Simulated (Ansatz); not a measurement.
# Ge$_{5}$Pt: what the fields show

```
Ge Pt
1.0
     4.11272    0.00000    0.00000
    -2.05636    3.56172    0.00000
     0.00000    0.00000   18.56649
Ge Pt
10 2
Cartesian
  2.0564 1.1872 18.1443
  2.0564 1.1872 15.6059
  0.0000 2.3745 0.4222
  0.0000 2.3745 2.9606
  0.0000 0.0000 3.8032
  0.0000 0.0000 6.3497
  0.0000 0.0000 14.7633
  0.0000 0.0000 12.2167
  2.0564 1.1872 10.1865
  0.0000 2.3745 8.3800
  2.0564 1.1872 7.4498
  0.0000 2.3745 11.1167
```

Space group P-3m1; a generated structure, not necessarily the stable one; changed on purpose from its base cell (volume × 1.03, shape and atoms relaxed).

These are results of Ansatz, DFT PBE, scalar-relativistic, plane waves, PAW, not measurements.

The density is the valence pseudo-density of a PAW calculation; it isn't the true density close to the nuclei.

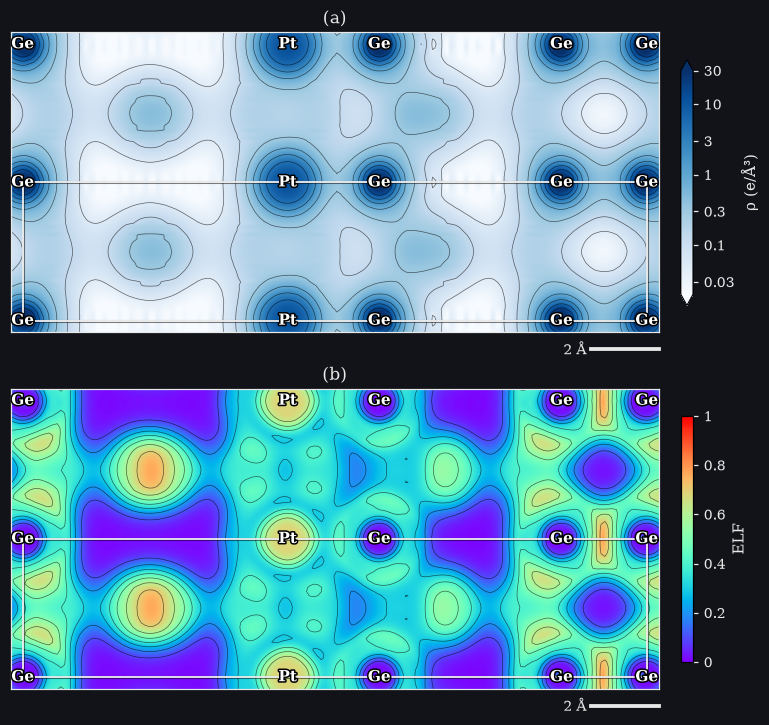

Figure 1. (a) valence pseudo-density; (b) electron localisation function on the (11̄0) plane of the conventional cell.

Read the bonding off the picture.

Answer. The plane passes through Ge and Pt nuclei.
Ge–Ge (2.54 Å): ρ is about 0.42 e/Å³ halfway; the ELF peaks at about 0.80 between the atoms.
Ge–Pt (2.74 Å): ρ at the midpoint is about 0.38 e/Å³, with its minimum of 0.31 e/Å³ about 1.2 Å from Ge; the ELF is about 0.40 at the midpoint.
The density dies away to nearly zero in the voids.
The features right at Pt lie inside the PAW spheres, where the map follows smoothed inner orbitals and isn't to be read closely.

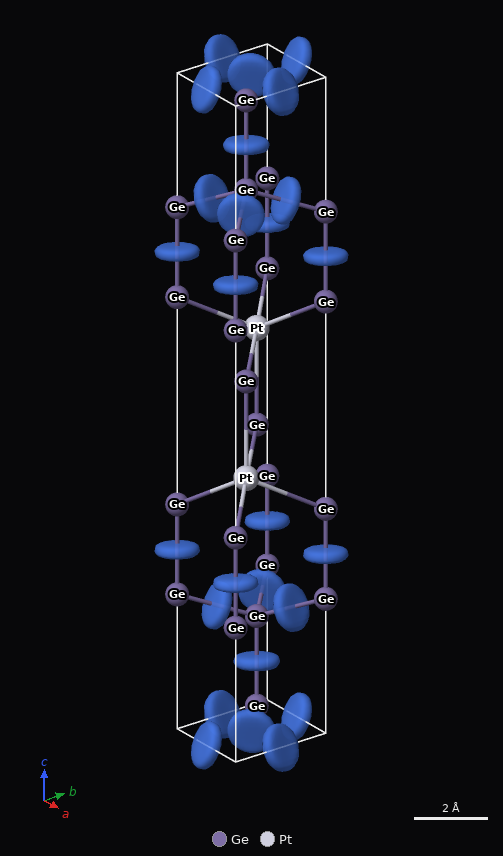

Figure 2. Isosurface of the ELF at 0.65 (blue), seen slightly off an axis. Only the valence region is drawn (cores and ρ < 0.01 e/Å³ removed). Sticks mark near contacts.

Describe the localisation domains.

Answer. The ELF exceeds this value in 13 regions between bonded Ge–Ge atoms, counted in one cell of 12 atoms. Any copies at cell faces, edges or corners count once. Profiles from the grid: Ge–Ge (2.52 Å): the ELF peaks at about 0.75 between the atoms. Ge–Pt (2.55 Å): the ELF is about 0.45 at the midpoint.

Does the calculation give a band gap?

Answer. It is metallic or semimetallic at this level of theory: no gap opens.
